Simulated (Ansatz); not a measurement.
## Geometry relaxation, with input and output: WS$_{2}$

WS$_{2}$ (R3m, 3 atoms in the cell), computed with DFT PBE+D3(BJ), scalar-relativistic, plane waves, PAW, PAW set soft_1, no spin polarisation (Ansatz 0.2.0).

The structure derives from an entry of the Crystallography Open Database.

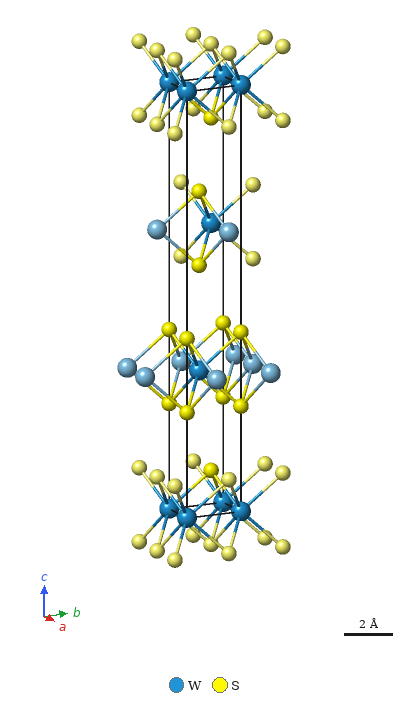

**Figure 1.** The structure as given in the input (ball-and-stick view of the cell 3 times as large as that of the calculation, set on its symmetry axes, seen slightly off an axis; neighbours outside the cell are drawn fainter). An atom can appear more than once, as a periodic image. Near neighbours in the periodic cell (some may lie outside the picture): W has 6 S at 2.41 Å; S has 3 W at 2.41 Å.

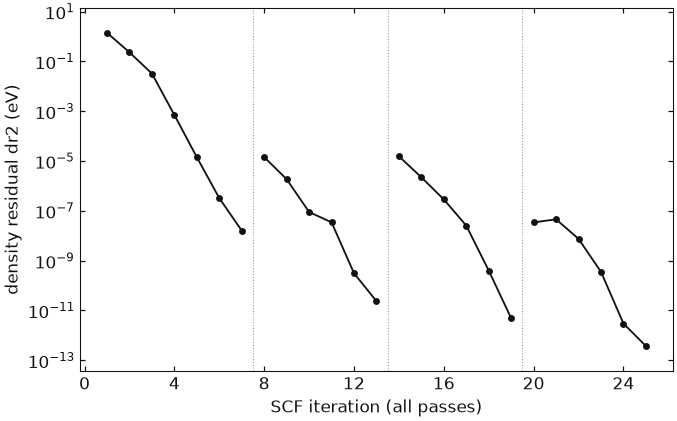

**Figure 2.** Convergence of the self-consistent field: density residual dr2 against the SCF iteration. The dotted lines part the SCF passes of the relaxation: geometry steps, rejected trials and re-solves on a re-selected basis. The passes take 7, 6, 6 and 6 iterations.

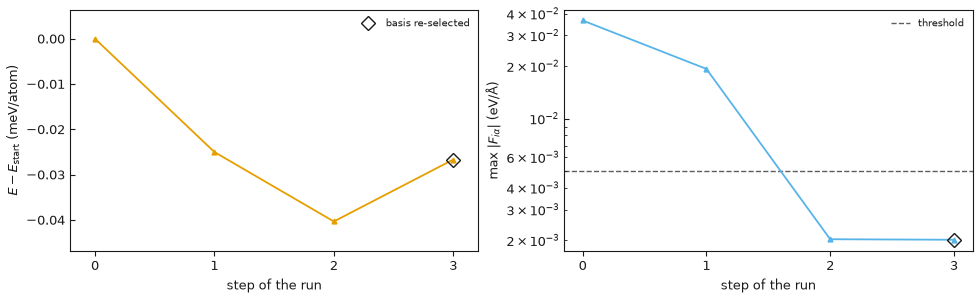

**Figure 3.** Progress of the relaxation, step by step (the first geometry is step 0 here and step 1 in the log). After 2 geometry steps the energy has fallen by next to nothing (0.0 meV per atom). Largest force component: 0.037 eV/Å at the start, 0.002 eV/Å at the end. The pressure goes from −0.19 to 0.03 GPa. No atom moves by more than 0.005 Å relative to the cell. Cell: a = b stay at 3.157 Å, c 18.164 → 18.119 Å (−0.2 %). Volume −0.2 %. The space group stays R3m (No. 160). A last SCF at the same geometry on a re-selected plane-wave basis shifts the energy by +0.0 meV per atom. (Atoms are counted from 1 in the order of the input.)

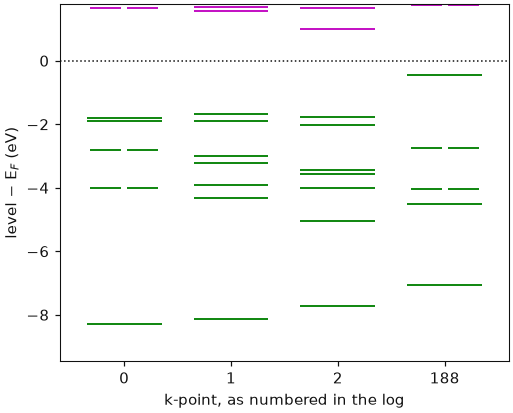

**Figure 4.** Kohn–Sham levels near the Fermi level (dotted) at the few k-points that the log prints; levels within 0.02 eV of each other stand side by side. Among these points the highest filled and lowest empty levels are 1.45 eV apart; the gap on the full mesh, 0.92 eV, has an edge at a point that isn't printed.

The input that produced these results follows, with the program's output.

## Input
```yaml
crystal:
  lattice:
    - [1.5786122883, 0.9114122296, 6.0545791574]
    - [-1.5786122883, 0.9114122296, 6.0545791574]
    - [0.0, -1.8228244592, 6.0545791574]
  atoms:
    - { symbol: W, position: [-0.000638109, -0.000638109, -0.000638109] }
    - { symbol: S, position: [0.7526508554, 0.7526508554, 0.7526508554] }
    - { symbol: S, position: [0.5792872536, 0.5792872536, 0.5792872536] }
basis:
  ecutwfc: 420
kpoints:
  mp_grid: { grid: [12, 12, 12] }
hamiltonian:
  xc: pbe
  pseudopotentials: { kind: paw, azcp: { folder: soft_1 } }
  dispersion: d3bj
scf:
  occupations: { method: gaussian, width: 0.02 }
output:
  forces: true
  stress: true
  eigenvalues: true
relax:
  adjacent_minimum: "off"
  f_tol: 0.005
  max_steps: 80
  cell: { stress_tol: 0.05 }
```

Launch command:
```bash
ansatz run input.yaml --threads 1 --pin off --max-ram 3072MiB --backend cpu --events-out ev --progress --plain --runs-dir out
```

## Log
```
basis.fft_grid_basis auto: the FFT boxes are laid along the combinations [[1, 0, -1], [0, 1, -1], [0, 0, 1]] of the cell's own vectors, 3.157, 3.157 and 6.323 Å long. The dense box has 24×24×45 points. Along the cell's own vectors, as sized, it would have 45×45×45, 3.52 times as many. Of the 6 symmetry operations that the crystal satisfies within crystal.symmetry.tolerance (time reversal apart; of a slab, those that keep its plane) the dense box along the cell's own vectors carries 6, and the one as laid loses 4 of those. basis.fft_grid_basis: typed keeps the cell's own vectors: state it where this run's energies or levels are differenced outside the engine with another run's, or held beside a run that keeps those vectors.
Engine: ansatz 0.2.0, aarch64-unknown-linux-gnu
Pseudopotentials: kind: paw
Pseudopotential: W, paw, valence charge 14, recommended cutoff 420 eV (normal), [file]
Pseudopotential: S, paw, valence charge 6, recommended cutoff 420 eV (normal), [file]
Functional definition: PBE
  parameter kappa = 0.804
  parameter beta = 0.06672455060314922
  exchange = pbe_x(kappa = kappa, mu = beta*pi^2/3)
  correlation = pbe_c(beta = beta)
Crystal: 3 atoms, lattice volume = 52.267 Å³
Basis set: ecut = 420 eV, 999 PW (Γ), FFT grids on a1−a3, a2−a3, a3, exchange–correlation on 48×48×90 points (8 copies of the dense FFT grid, shifted against one another)
Bands: 17, of which v1, the nominal top of the filled ones, is band 13 counted from 1 (12 counted from 0)
Symmetry: 6 space group operations
Space group: R3m (ITA 160), of the structure as read, at distance tolerance 3.7e-5 Å
k-points: 189 of 1728 (time reversal used)
Non-local potential: W, projectors of the file, l = 0: 3, l = 1: 2, l = 2: 2, l = 3: 1
Non-local potential: S, projectors of the file, l = 0: 2, l = 1: 2, l = 2: 1
PAW form: soft (Blöchl's): semilocal exchange-correlation on the pseudo side does not see the compensation charge
PAW one-centre angular grid: W, 590 points (default); XC on 64 Gauss nodes
PAW one-centre angular grid: S, 110 points (default); XC on 64 Gauss nodes
Initial density: superposition of atomic densities (chi_scale 0.1, normalization cell, long waves kept (reshape's long-wave potential 0.03 eV rms))
Initial wavefunctions: pseudopotential atomic-orbital guess
Functional: x = pbe(κ = 0.804, μ = 0.2195149727645171), c = pbe(β = 0.06672455060314922)
SCF iter   1: F=—  HF=-12194.159793 eV  |F-HF|=—  |Δ(HF+E_count)|=         —  Δρ=4.14e-2  dr2=1.41e0  ethr=3.10e-3  ⟨swp⟩=6.4  Hψ=20131  notcnv=0
preconditioner: auto → none  [insulator: Δε(μ)=0.866 eV  Ē_g=8.967 eV  σ=0.020 eV  W_gap=1.00  n_scr=16 (ndim 8)  ℏωp=21.8 eV  f_vac=0.000  D(μ)=0.00/eV (n_scr^D=0)  ε∞_Penn≈6.9]
SCF iter   2: F=—  HF=-12193.794037 eV  |F-HF|=—  |Δ(HF+E_count)|=   3.66e-1  Δρ=1.88e-2  dr2=2.31e-1  ethr=3.10e-3  ⟨swp⟩=3.0  Hψ=7193  notcnv=0
SCF iter   3: F=—  HF=-12193.759018 eV  |F-HF|=—  |Δ(HF+E_count)|=   3.50e-2  Δρ=1.01e-2  dr2=3.24e-2  ethr=8.90e-4  ⟨swp⟩=2.6  Hψ=5055  notcnv=0
SCF iter   4: F=—  HF=-12193.755574 eV  |F-HF|=—  |Δ(HF+E_count)|=   3.44e-3  Δρ=1.03e-3  dr2=7.07e-4  ethr=1.25e-4  ⟨swp⟩=2.7  Hψ=5355  notcnv=0
SCF iter   5: F=—  HF=-12193.755555 eV  |F-HF|=—  |Δ(HF+E_count)|=   1.90e-5  Δρ=1.67e-4  dr2=1.42e-5  ethr=2.72e-6  ⟨swp⟩=2.5  Hψ=5359  notcnv=0
SCF iter   6: F=—  HF=-12193.755563 eV  |F-HF|=—  |Δ(HF+E_count)|=   7.66e-6  Δρ=3.07e-5  dr2=3.24e-7  ethr=5.45e-8  ⟨swp⟩=2.6  Hψ=5673  notcnv=0
SCF iter   7: F=-12193.755563 eV  HF=-12193.755563 eV  |F-HF|=4.94e-9  |Δ(HF+E_count)|=   6.14e-8  Δρ=7.17e-6  dr2=1.60e-8  ethr=3.85e-10  ⟨swp⟩=8.0  Hψ=17070  notcnv=0
SCF 1 converged in 7 iterations: F = -12193.755563 eV  dr2 = 1.60e-8
  greatest PAW one-centre occupation: 0.999 electrons in one spin orbital (limit 2), on the W atom at site 0 (counted from 0), in its partial waves of l = 0
relax step   1: F+E_penalty+E_count = -12193.75556290 eV  Δ(F+E_penalty+E_count) = +0.000e0 eV  max|allowed force component| = 3.656e-2 eV/Å  Δτ_max = 0.0000 Å  P = -0.185 GPa  Ω = 52.267 Å³  (7 SCF iters, dr2 threshold 1.00e-7 eV, accepted)
Crystal: 3 atoms, lattice volume = 52.206 Å³
Initial density: handed on by an earlier stage of this run
Initial wavefunctions: those handed on with the density
iter 1 solved again at ethr=4.96e-8 eV; its pass at ethr=3.10e-3 eV (dr2=1.29e-5 eV) is discarded
SCF iter   1: F=—  HF=-12193.755637 eV  |F-HF|=—  |Δ(HF+E_count)|=         —  Δρ=1.84e-4  dr2=1.43e-5  ethr=4.96e-8  ⟨swp⟩=3.0  Hψ=21998  notcnv=0
preconditioner: auto → none  [insulator: Δε(μ)=0.919 eV  Ē_g=8.853 eV  σ=0.020 eV  W_gap=1.00  n_scr=16 (ndim 8)  ℏωp=21.8 eV  f_vac=0.009  D(μ)=0.00/eV (n_scr^D=0)  ε∞_Penn≈7.1]
SCF iter   2: F=—  HF=-12193.755638 eV  |F-HF|=—  |Δ(HF+E_count)|=   6.96e-7  Δρ=7.59e-5  dr2=1.86e-6  ethr=4.96e-8  ⟨swp⟩=2.5  Hψ=4658  notcnv=0
iter 3 did not close the SCF: its close was put off for the readings that it lacked (scf_convergence_deferred on its scf_iter line)
SCF iter   3: F=-12193.755638 eV  HF=-12193.755638 eV  |F-HF|=8.25e-9  |Δ(HF+E_count)|=   7.23e-8  Δρ=1.75e-5  dr2=8.96e-8  ethr=7.14e-9  ⟨swp⟩=2.5  Hψ=4861  notcnv=0
iter 4 did not close the SCF: its close was put off for the readings that it lacked (scf_convergence_deferred on its scf_iter line)
SCF iter   4: F=-12193.755638 eV  HF=-12193.755638 eV  |F-HF|=2.68e-8  |Δ(HF+E_count)|=   3.03e-8  Δρ=5.31e-6  dr2=3.45e-8  ethr=3.45e-10  ⟨swp⟩=2.8  Hψ=6258  notcnv=0
iter 5 did not close the SCF: its close was put off for the readings that it lacked (scf_convergence_deferred on its scf_iter line)
SCF iter   5: F=-12193.755638 eV  HF=-12193.755638 eV  |F-HF|=8.37e-11  |Δ(HF+E_count)|=   5.22e-9  Δρ=8.96e-7  dr2=3.11e-10  ethr=1.33e-10  ⟨swp⟩=2.0  Hψ=4530  notcnv=0
SCF iter   6: F=-12193.755638 eV  HF=-12193.755638 eV  |F-HF|=1.09e-11  |Δ(HF+E_count)|=  1.56e-10  Δρ=1.84e-7  dr2=2.35e-11  ethr=1.19e-12  ⟨swp⟩=1.0  Hψ=9586  notcnv=0
SCF 2 converged in 6 iterations: F = -12193.755638 eV  dr2 = 2.35e-11
relax step   2: F+E_penalty+E_count = -12193.75563760 eV  Δ(F+E_penalty+E_count) = -7.470e-5 eV  max|allowed force component| = 1.927e-2 eV/Å  Δτ_max = 0.0005 Å  P = +0.008 GPa  Ω = 52.206 Å³  energy of the carried Pulay correction = +1.880e-5 eV  (6 SCF iters, dr2 threshold 3.00e-7 eV, accepted)
Crystal: 3 atoms, lattice volume = 52.136 Å³
iter 1 solved again at ethr=5.21e-8 eV; its pass at ethr=3.10e-3 eV (dr2=1.35e-5 eV) is discarded
SCF iter   1: F=—  HF=-12193.755684 eV  |F-HF|=—  |Δ(HF+E_count)|=         —  Δρ=1.45e-4  dr2=1.55e-5  ethr=5.21e-8  ⟨swp⟩=3.5  Hψ=22055  notcnv=0
preconditioner: auto → none  [insulator: Δε(μ)=0.915 eV  Ē_g=8.854 eV  σ=0.020 eV  W_gap=1.00  n_scr=16 (ndim 8)  ℏωp=21.8 eV  f_vac=0.009  D(μ)=0.00/eV (n_scr^D=0)  ε∞_Penn≈7.1]
SCF iter   2: F=—  HF=-12193.755684 eV  |F-HF|=—  |Δ(HF+E_count)|=   7.76e-7  Δρ=6.60e-5  dr2=2.22e-6  ethr=5.21e-8  ⟨swp⟩=2.0  Hψ=4536  notcnv=0
SCF iter   3: F=—  HF=-12193.755684 eV  |F-HF|=—  |Δ(HF+E_count)|=   2.83e-7  Δρ=3.35e-5  dr2=2.87e-7  ethr=8.54e-9  ⟨swp⟩=2.0  Hψ=4518  notcnv=0
iter 4 did not close the SCF: its close was put off for the readings that it lacked (scf_convergence_deferred on its scf_iter line)
SCF iter   4: F=-12193.755684 eV  HF=-12193.755684 eV  |F-HF|=4.91e-9  |Δ(HF+E_count)|=   1.99e-8  Δρ=8.56e-6  dr2=2.55e-8  ethr=1.10e-9  ⟨swp⟩=2.5  Hψ=4744  notcnv=0
iter 5 did not close the SCF: its close was put off for the readings that it lacked (scf_convergence_deferred on its scf_iter line)
SCF iter   5: F=-12193.755684 eV  HF=-12193.755684 eV  |F-HF|=7.46e-11  |Δ(HF+E_count)|=   2.92e-9  Δρ=8.96e-7  dr2=4.00e-10  ethr=9.81e-11  ⟨swp⟩=2.3  Hψ=4581  notcnv=0
SCF iter   6: F=-12193.755684 eV  HF=-12193.755684 eV  |F-HF|=3.64e-12  |Δ(HF+E_count)|=  1.26e-10  Δρ=1.28e-7  dr2=4.86e-12  ethr=1.54e-12  ⟨swp⟩=1.8  Hψ=10697  notcnv=0
SCF 3 converged in 6 iterations: F = -12193.755684 eV  dr2 = 4.86e-12
relax step   3: F+E_penalty+E_count = -12193.75568409 eV  Δ(F+E_penalty+E_count) = -4.649e-5 eV  max|allowed force component| = 2.028e-3 eV/Å  Δτ_max = 0.0020 Å  P = +0.030 GPa  Ω = 52.136 Å³  energy of the carried Pulay correction = +4.050e-5 eV  (6 SCF iters, dr2 threshold 4.97e-8 eV, accepted)
Initial wavefunctions: pseudopotential atomic-orbital guess (no wavefunctions were taken with the density)
iter 1 solved again at ethr=1.59e-6 eV; its pass at ethr=3.10e-3 eV (dr2=4.13e-4 eV) is discarded
SCF iter   1: F=—  HF=-12193.755637 eV  |F-HF|=—  |Δ(HF+E_count)|=         —  Δρ=8.81e-6  dr2=3.43e-8  ethr=1.59e-6  ⟨swp⟩=3.0  Hψ=28592  notcnv=0
eigensolver tolerance schedule: the retry pair's looser diagonalisation over-reported the residual by 12036.15 of it (diagonalisation noise at an unbounded share of the residual, at the tolerance the schedule requests for it); recorded, not acted on — ethr = c·dr2/N_el stays at c = 1.0e-1
SCF iter   2: F=—  HF=-12193.755643 eV  |F-HF|=—  |Δ(HF+E_count)|=   5.94e-6  Δρ=6.64e-6  dr2=4.57e-8  ethr=1.32e-10  ⟨swp⟩=4.0  Hψ=8456  notcnv=0
SCF iter   3: F=—  HF=-12193.755643 eV  |F-HF|=—  |Δ(HF+E_count)|=   1.06e-8  Δρ=3.62e-6  dr2=7.51e-9  ethr=1.32e-10  ⟨swp⟩=2.1  Hψ=4147  notcnv=0
SCF iter   4: F=—  HF=-12193.755643 eV  |F-HF|=—  |Δ(HF+E_count)|=   1.34e-9  Δρ=9.75e-7  dr2=3.54e-10  ethr=2.89e-11  ⟨swp⟩=2.0  Hψ=4512  notcnv=0
iter 5 did not close the SCF: its close was put off for the readings that it lacked (scf_convergence_deferred on its scf_iter line)
SCF iter   5: F=-12193.755643 eV  HF=-12193.755643 eV  |F-HF|=1.09e-11  |Δ(HF+E_count)|=  3.82e-11  Δρ=7.68e-8  dr2=2.99e-12  ethr=1.36e-12  ⟨swp⟩=2.2  Hψ=4860  notcnv=0
SCF iter   6: F=-12193.755643 eV  HF=-12193.755643 eV  |F-HF|=7.28e-12  |Δ(HF+E_count)|=  1.82e-12  Δρ=2.44e-8  dr2=3.72e-13  ethr=1.00e-12  ⟨swp⟩=5.8  Hψ=16011  notcnv=0
SCF 4 converged in 6 iterations: F = -12193.755643 eV  dr2 = 3.72e-13
relax step   4: F+E_penalty+E_count = -12193.75564308 eV  Δ(F+E_penalty+E_count) = +4.101e-5 eV  max|allowed force component| = 2.014e-3 eV/Å  Δτ_max = 0.0000 Å  P = +0.030 GPa  Ω = 52.136 Å³  stress off target by 3.76e-2 GPa  SCF on the basis re-selected at this cell (its energy is not comparable with the rows above)  (6 SCF iters)
basis re-selected at this cell: Δ(F+E_penalty+E_count) = +4.101e-5 eV, ΔP = -0.000 GPa vs the last step (what re-selecting the basis moved, of the pressure what is left beyond the Pulay correction that the steps carried, after the strain that the cell walked since its last selection, with what the two solves' SCF thresholds leave and, on support functions, any second-order correction that the steps lacked; it is no measure of the basis error at this ecutwfc). This SCF's stress stands 3.76e-2 GPa from its target on what of the cell is left free (relax.cell.stress_tol is 5.00e-2 GPa) and its largest allowed force component is 2.01e-3 eV/Å (relax.f_tol is 5.00e-3 eV/Å): within both
SCF converged after 6 iterations
Free energy (F): -12193.755643 eV
Harris-Foulkes:  -12193.755643 eV  (|F-HF|=7.28e-12)
Internal energy: -12193.755643 eV  (E = F + TS)
E sigma→0 (E₀):  -12193.755643 eV
Fermi energy:    12.583808 eV
--- Per-component energies (eV) ---
  E_band       = -178.684862
  E_kinetic    = 635.222381
  E_local      = -1615.066996  (includes V_loc(G=0)·N_el)
  E_nonlocal   = 43.922127
  E_hartree    = 668.297456
  E_xc         = -446.383170
  E_vxc        = -398.045447  (∫ρ·V_xc dr)
  E_paw        = -9794.743985  (= ΣΔE_a)
  E_vpaw       = -181.311980  (= ΣTr[D̂ρ^β])
  E_aug_tail   = 0.000154  (compensation charges beyond the density's cutoff)
  E_ewald      = -1683.692981
  E_disp       = -1.310629  (pairwise vdW)
  E_smearing   = -0.000000  (= −TS)
  E_closure    = 0.000000  (closes the sum)
  Σ components = -12193.755643   (vs F -12193.755643, Δ=0.00e0)
--- Forces (eV/Å), atoms counted from 1 ---
  atom   1  W      0.00000000    -0.00000000     0.00138952
  atom   2  S      0.00000000     0.00000000    -0.00201375
  atom   3  S     -0.00000000    -0.00000000     0.00062420
  max |Σ_I F_I| component: 4.22e-8 eV/Å
--- Stress (GPa, compression-positive) ---
        0.037591       0.000000       0.000000
        0.000000       0.037591      -0.000000
        0.000000      -0.000000       0.014345
  P = ⅓ Tr σ = 0.0298 GPa (0.298 kbar)
--- Band table (eV; the first three rows and the last of 189) ---
  k-point 0: bands = ["-62.5416", "-26.8144", "-26.6323", "-26.6323", "-3.6456", "-1.5814", "4.2911", "8.5648", "8.5648", "9.7766", "9.7766", "10.6987", "10.7766", "14.2449", "14.2449", "14.5560", "14.5560"]
  k-point 1: bands = ["-62.5404", "-26.8099", "-26.6573", "-26.6381", "-3.5257", "-1.5489", "4.4403", "8.2608", "8.6826", "9.3511", "9.5870", "10.6772", "10.9221", "14.1497", "14.2658", "14.4064", "14.5099"]
  k-point 2: bands = ["-62.5369", "-26.7975", "-26.7250", "-26.6539", "-3.1830", "-1.4555", "4.8470", "7.5525", "8.5652", "9.0070", "9.1488", "10.5489", "10.8177", "13.5722", "14.2428", "14.4676", "14.9343"]
  k-point 188: bands = ["-62.5416", "-26.8145", "-26.6323", "-26.6323", "-3.3475", "-2.1371", "5.5335", "8.0704", "8.5409", "8.5409", "9.8258", "9.8258", "12.1265", "14.3274", "14.3274", "14.4123", "14.4123"]
--- Relaxed structure (3 steps of the walk, 3 accepted, 1 SCFs on fresh bases) ---
  F+E_penalty+E_count = -12193.75564308 eV   max|allowed force component| = 2.014e-3 eV/Å   (the final SCF, on the basis selected at the relaxed cell)
  cell:  # Å, volume = 52.1364 Å³
    - [1.5785988856707258, 0.9114044915844373, 6.039576657483556]
    - [-1.5785988856707258, 0.9114044915844373, 6.039576657483556]
    - [3.133423859219589e-33, -1.8228089831688732, 6.039576657483556]
  atoms:
    - { symbol: W, position: [-0.0006559573915167033, -0.0006559573915167033, -0.0006559573915167032] }
    - { symbol: S, position: [0.7527816322571238, 0.7527816322571238, 0.7527816322571238] }
    - { symbol: S, position: [0.5791743251343932, 0.5791743251343932, 0.5791743251343932] }
```

## Trajectory as extended XYZ (Å, eV, eV/Å), 4 frames, from step=1 to step=4
```
3
Lattice="1.5786 0.9114 6.0546 -1.5786 0.9114 6.0546 0.0000 -1.8228 6.0546" Properties=species:S:1:pos:R:3:forces:R:3 step=1 energy=-12193.75556 pressure_GPa=-0.19
W     0.0000    0.0000   -0.0116    0.0000   0.0000  -0.0149
S     0.0000    0.0000   13.6710    0.0000   0.0000  -0.0216
S     0.0000    0.0000   10.5220    0.0000   0.0000   0.0366
3
Lattice="1.5794 0.9119 6.0418 -1.5794 0.9119 6.0418 0.0000 -1.8237 6.0418" Properties=species:S:1:pos:R:3:forces:R:3 step=2 energy=-12193.75564 pressure_GPa=0.01
W     0.0000    0.0000   -0.0120    0.0000   0.0000   0.0043
S     0.0000    0.0000   13.6425    0.0000   0.0000   0.0150
S     0.0000    0.0000   10.4996    0.0000   0.0000  -0.0193
3
Lattice="1.5786 0.9114 6.0396 -1.5786 0.9114 6.0396 0.0000 -1.8228 6.0396" Properties=species:S:1:pos:R:3:forces:R:3 step=3 energy=-12193.75568 pressure_GPa=0.03
W     0.0000    0.0000   -0.0119    0.0000   0.0000   0.0014
S     0.0000    0.0000   13.6394    0.0000   0.0000  -0.0020
S     0.0000    0.0000   10.4939    0.0000   0.0000   0.0006
3
Lattice="1.5786 0.9114 6.0396 -1.5786 0.9114 6.0396 0.0000 -1.8228 6.0396" Properties=species:S:1:pos:R:3:forces:R:3 step=4 energy=-12193.75564 pressure_GPa=0.03
W     0.0000    0.0000   -0.0119    0.0000   0.0000   0.0014
S     0.0000    0.0000   13.6394    0.0000   0.0000  -0.0020
S     0.0000    0.0000   10.4939    0.0000   0.0000   0.0006
```

## Summary

```csv
quantity,value
outcome,converged
space group (tolerance 0.01 Å),R3m (160)
electrons treated,26
free energy,−12193.7556 eV
Fermi energy,12.584 eV
gap on the k-point mesh,0.92 eV
pressure,0.03 GPa
final volume,52.14 Å³
largest force (length of the vector) at the end,0.002 eV/Å
final cell,"a = 6.309 Å, b = 6.309 Å, c = 6.309 Å, α = 28.98°, β = 28.98°, γ = 28.98°"
hardware,"1 thread of Arm Neoverse V1, 24 GiB of memory available, shared host"
wall time,78 s
peak memory,0.44 GiB
```

## Notes

Spin–orbit coupling is left out, which matters for W.
